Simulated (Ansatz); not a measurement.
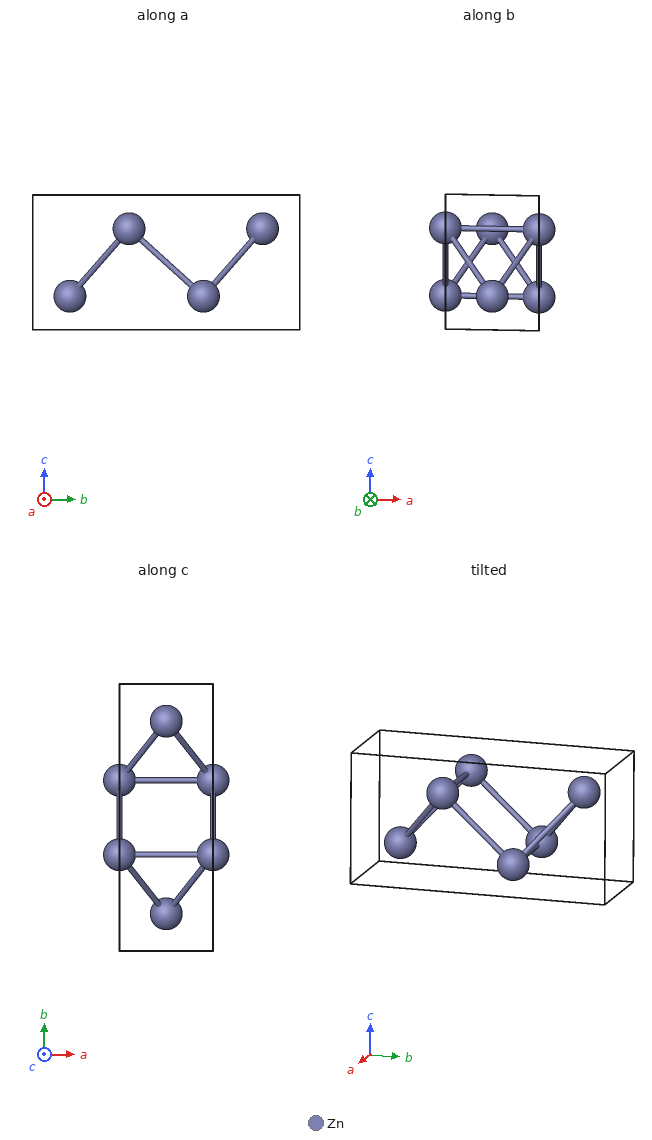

An orthographic ball-and-stick view of the structure, along the a axis, along the b axis, along the c axis and slightly off an axis. The frame is the conventional unit cell; atoms at its boundary are shown with their periodic copies.

Lattice parameters: a = 2.6014 Å, b = 7.4240 Å, c = 3.7515 Å, α = 90.000°, β = 91.064°, γ = 90.000°.

### Set out the cell and atoms as a CIF in P1 with every atom of the cell, with free fractional coordinates to two decimals.

```cif
data_structure
_symmetry_space_group_name_H-M 'P 1'
_symmetry_Int_Tables_number 1
_cell_length_a 2.6014
_cell_length_b 7.4240
_cell_length_c 3.7515
_cell_angle_alpha 90.000
_cell_angle_beta 91.064
_cell_angle_gamma 90.000
_cell_volume 72.44
loop_
_atom_site_label
_atom_site_type_symbol
_atom_site_fract_x
_atom_site_fract_y
_atom_site_fract_z
_atom_site_occupancy
Zn1 Zn 0.00 0.36 0.75 1
Zn2 Zn 0.50 0.14 0.25 1
Zn3 Zn 0.50 0.86 0.75 1
Zn4 Zn 0.00 0.64 0.25 1
```

Starting structure: a structure type filled with this element by a generator (whether the element takes this form wasn't checked). Earlier steps of the study may have refined or changed the cell and positions. It was the input of a calculation with Ansatz.
